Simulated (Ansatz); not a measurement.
## Al₃Ru₂: geometry relaxation (part 2 of 2)

Al₃Ru₂ (5 atoms in the cell); DFT PBEsol, scalar-relativistic, plane waves, PAW, no spin polarisation (Ansatz 0.2.0); cutoff 420 eV, 16×16×16 k-mesh, Gaussian smearing of 0.1 eV. The structure derives from a Materials Project entry.

Geometry of the input (Å; fractional positions):
```
-1.5389  1.5389  7.1431
1.5389  -1.5389  7.1431
1.5389  1.5389  -7.1431
Al 0.0000  0.0000  0.0000
Al 0.8062  0.8062  0.0000
Al 0.1938  0.1938  0.0000
Ru 0.6059  0.6059  0.0000
Ru 0.3941  0.3941  0.0000
```

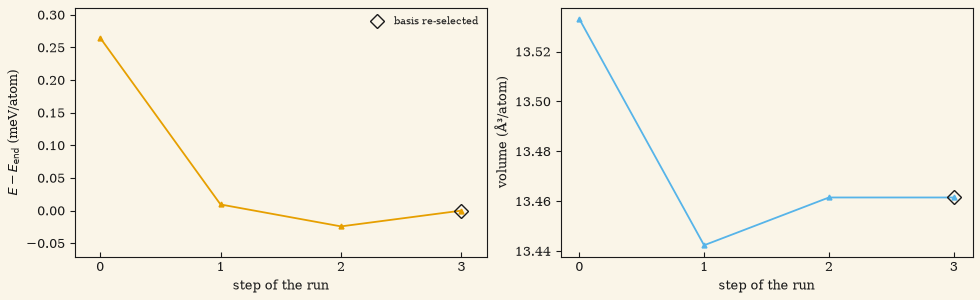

**Figure 1.** Progress of the relaxation, step by step (the first geometry is step 0 here and step 1 in the log). The energy falls by 0.3 meV per atom in 2 geometry steps. The largest force component goes from 0.032 to 0.0044 eV/Å. The pressure goes from −1.03 to 0.00 GPa. No atom moves by more than 0.005 Å relative to the cell. Cell: a = b 3.078 → 3.073 Å (−0.1 %), c 14.286 → 14.252 Å (−0.2 %). Volume −0.5 %. Among the contacts that change: Al1–Al2 2.769 → 2.761 Å, Al1–Ru4 2.650 → 2.644 Å. The space group stays I4/mmm (No. 139). A last SCF at the same geometry on a re-selected plane-wave basis shifts the energy by +0.0 meV per atom. (Atoms are counted from 1 in the order of the input.)

```
basis re-selected at this cell: Δ(F+E_penalty+E_count) = +1.213e-4 eV, ΔP = -0.002 GPa vs the last step (what re-selecting the basis moved, of the pressure what is left beyond the Pulay correction that the steps carried, after the strain that the cell walked since its last selection, with what the two solves' SCF thresholds leave and, on support functions, any second-order correction that the steps lacked; it is no measure of the basis error at this ecutwfc). This SCF's stress stands 2.01e-2 GPa from its target on what of the cell is left free (relax.cell.stress_tol is 5.00e-2 GPa) and its largest allowed force component is 4.37e-3 eV/Å (relax.f_tol is 5.00e-3 eV/Å): within both
SCF converged after 8 iterations
Free energy (F): -13210.018203 eV
Harris-Foulkes:  -13210.018203 eV  (|F-HF|=0.00e0)
Internal energy: -13210.012066 eV  (E = F + TS)
E sigma→0 (E₀):  -13210.015135 eV
Entropy (-TS):   -0.006136 eV (-1.227 meV/atom)
Fermi energy:    14.736931 eV
--- Per-component energies (eV) ---
  E_band       = -265.415950
  E_kinetic    = 1112.519259
  E_local      = -4081.814340  (includes V_loc(G=0)·N_el)
  E_nonlocal   = 723.051776
  E_hartree    = 1505.889590
  E_xc         = -502.587104
  E_vxc        = -571.900593  (∫ρ·V_xc dr)
  E_paw        = -8165.630990  (= ΣΔE_a)
  E_vpaw       = -459.050847  (= ΣTr[D̂ρ^β])
  E_aug_tail   = -0.000385  (compensation charges beyond the density's cutoff)
  E_ewald      = -3802.003881
  E_core_change = 0.564009  (= ΣΔE_core)
  E_smearing   = -0.006136  (= −TS)
  E_closure    = 0.000000  (closes the sum)
  Σ components = -13210.018203   (vs F -13210.018203, Δ=0.00e0)
--- Forces (eV/Å), atoms counted from 1 ---
  atom   1  Al     0.00000000    -0.00000000     0.00000000
  atom   2  Al    -0.00000000     0.00000000     0.00436671
  atom   3  Al     0.00000000     0.00000000    -0.00436671
  atom   4  Ru    -0.00000000     0.00000000     0.00169268
  atom   5  Ru     0.00000000     0.00000000    -0.00169268
  max |Σ_I F_I| component: 1.30e-18 eV/Å
--- Stress (GPa, compression-positive) ---
        0.006013       0.000000       0.000000
        0.000000       0.006013      -0.000000
        0.000000      -0.000000      -0.020110
  P = ⅓ Tr σ = -0.0027 GPa (-0.027 kbar)
--- Band table (eV; the first three rows and the last of 349) ---
  k-point 0: bands = ["-57.0575", "-57.0504", "-27.1499", "-27.0829", "-27.0829", "-27.0746", "-27.0746", "-27.0516", "4.3744", "7.3290", "7.5321", "11.0076", "11.2465", "11.5153", "13.2383", "13.3526", "13.3526", "13.8845", "13.8845", "14.5135", "14.6545", "18.1494", "19.3905", "20.1749", "20.1749", "20.7311"]
  k-point 1: bands = ["-57.0567", "-57.0496", "-27.1485", "-27.0888", "-27.0883", "-27.0804", "-27.0800", "-27.0505", "4.5080", "7.4096", "7.6782", "11.0605", "11.2962", "11.5534", "13.1937", "13.2299", "13.3970", "13.7721", "13.8313", "14.3289", "14.4951", "18.3192", "19.3394", "19.4626", "19.8117", "20.4932"]
  k-point 2: bands = ["-57.0543", "-57.0472", "-27.1445", "-27.1054", "-27.1037", "-27.0964", "-27.0952", "-27.0473", "4.9013", "7.6442", "8.0991", "11.2111", "11.4401", "11.6434", "12.9092", "13.0774", "13.5000", "13.5128", "13.6730", "13.8298", "14.0709", "18.4668", "18.5819", "19.4075", "19.6447", "19.9513"]
  k-point 348: bands = ["-57.0575", "-57.0504", "-27.1482", "-27.0829", "-27.0829", "-27.0746", "-27.0746", "-27.0534", "4.8487", "5.6465", "9.4236", "10.6564", "11.1538", "11.6266", "12.7844", "13.1341", "13.1341", "14.2255", "14.2255", "14.5296", "14.6377", "17.1392", "19.0688", "19.0688", "20.4370", "21.8147"]
--- Relaxed structure (3 steps of the walk, 3 accepted, 1 SCFs on fresh bases) ---
  F+E_penalty+E_count = -13210.01820269 eV   max|allowed force component| = 4.367e-3 eV/Å   (the final SCF, on the basis selected at the relaxed cell)
  cell:  # Å, volume = 67.3075 Å³
    - [-1.5366813990902664, 1.5366813990902664, 7.1258323417581195]
    - [1.5366813990902664, -1.5366813990902664, 7.1258323417581195]
    - [1.5366813990902664, 1.5366813990902664, -7.1258323417581195]
  atoms:
    - { symbol: Al, position: [1.2142648030864032e-20, 1.2142648030864033e-20, 1.9554641803066464e-36] }
    - { symbol: Al, position: [0.8062567813976129, 0.8062567813976129, 3.602494023489076e-36] }
    - { symbol: Al, position: [0.19374321860238713, 0.19374321860238713, 1.2370697439309719e-36] }
    - { symbol: Ru, position: [0.6056584130983463, 0.6056584130983463, 8.723527100763047e-37] }
    - { symbol: Ru, position: [0.3943415869016538, 0.3943415869016538, 5.628269673045056e-38] }
```

**Trajectory as extended XYZ (Å, eV, eV/Å), 4 frames, from step=1 to step=4**
```
5
Lattice="-1.5389 1.5389 7.1431 1.5389 -1.5389 7.1431 1.5389 1.5389 -7.1431" Properties=species:S:1:pos:R:3:forces:R:3 step=1 energy=-13210.01688 pressure_GPa=-1.03
Al    0.0000    0.0000    0.0000    0.0000   0.0000   0.0000
Al    0.0000    0.0000   11.5173    0.0000   0.0000   0.0317
Al    0.0000    0.0000    2.7689    0.0000   0.0000  -0.0317
Ru    0.0000    0.0000    8.6556    0.0000   0.0000  -0.0294
Ru    0.0000    0.0000    5.6306    0.0000   0.0000   0.0294
5
Lattice="-1.5366 1.5366 7.1164 1.5366 -1.5366 7.1164 1.5366 1.5366 -7.1164" Properties=species:S:1:pos:R:3:forces:R:3 step=2 energy=-13210.01816 pressure_GPa=0.27
Al    0.0000    0.0000    0.0000    0.0000   0.0000   0.0000
Al    0.0000    0.0000   11.4760    0.0000   0.0000  -0.0086
Al    0.0000    0.0000    2.7568    0.0000   0.0000   0.0086
Ru    0.0000    0.0000    8.6182    0.0000   0.0000   0.0298
Ru    0.0000    0.0000    5.6147    0.0000   0.0000  -0.0298
5
Lattice="-1.5367 1.5367 7.1258 1.5367 -1.5367 7.1258 1.5367 1.5367 -7.1258" Properties=species:S:1:pos:R:3:forces:R:3 step=3 energy=-13210.01832 pressure_GPa=-0.00
Al    0.0000    0.0000    0.0000    0.0000   0.0000   0.0000
Al    0.0000    0.0000   11.4905    0.0000   0.0000   0.0044
Al    0.0000    0.0000    2.7612    0.0000   0.0000  -0.0044
Ru    0.0000    0.0000    8.6316    0.0000   0.0000   0.0017
Ru    0.0000    0.0000    5.6200    0.0000   0.0000  -0.0017
5
Lattice="-1.5367 1.5367 7.1258 1.5367 -1.5367 7.1258 1.5367 1.5367 -7.1258" Properties=species:S:1:pos:R:3:forces:R:3 step=4 energy=-13210.01820 pressure_GPa=-0.00
Al    0.0000    0.0000    0.0000    0.0000   0.0000   0.0000
Al    0.0000    0.0000   11.4905    0.0000   0.0000   0.0044
Al    0.0000    0.0000    2.7612    0.0000   0.0000  -0.0044
Ru    0.0000    0.0000    8.6316    0.0000   0.0000   0.0017
Ru    0.0000    0.0000    5.6200    0.0000   0.0000  -0.0017
```

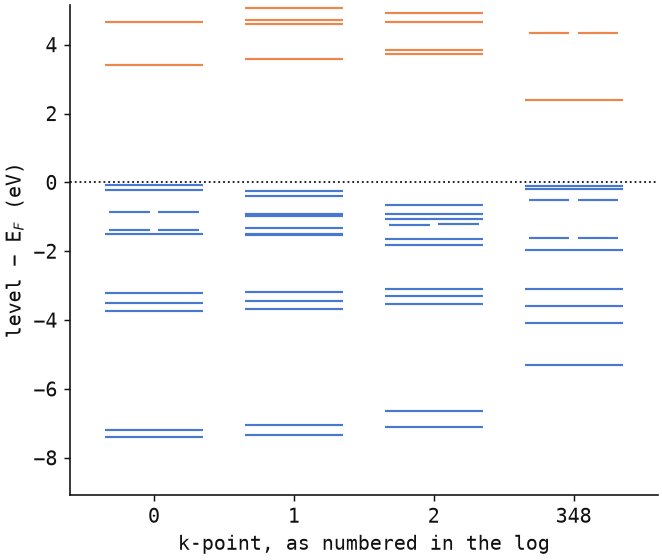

**Figure 2.** Kohn–Sham levels near the Fermi level (dotted) at the few k-points that the log prints; levels within 0.02 eV of each other stand side by side. The system is metallic on the full mesh.

**Results in brief**

| quantity | value |
| --- | --- |
| outcome | converged |
| space group (tolerance 0.01 Å) | I4/mmm (139) |
| electrons treated | 41 |
| free energy | −13210.0182 eV |
| Fermi energy | 14.737 eV |
| gap on the k-point mesh | none (metallic) |
| pressure | 0.00 GPa |
| final volume | 67.31 Å³ |
| largest force (length of the vector) at the end | 0.004 eV/Å |
| final cell | a = 7.450 Å, b = 7.450 Å, c = 7.450 Å, α = 156.19°, β = 156.19°, γ = 33.92° |
| hardware | 1 thread of Intel Xeon (Granite Rapids), 192 GiB of memory available, shared host |
| wall time | 59 s |
| peak memory | 0.73 GiB |
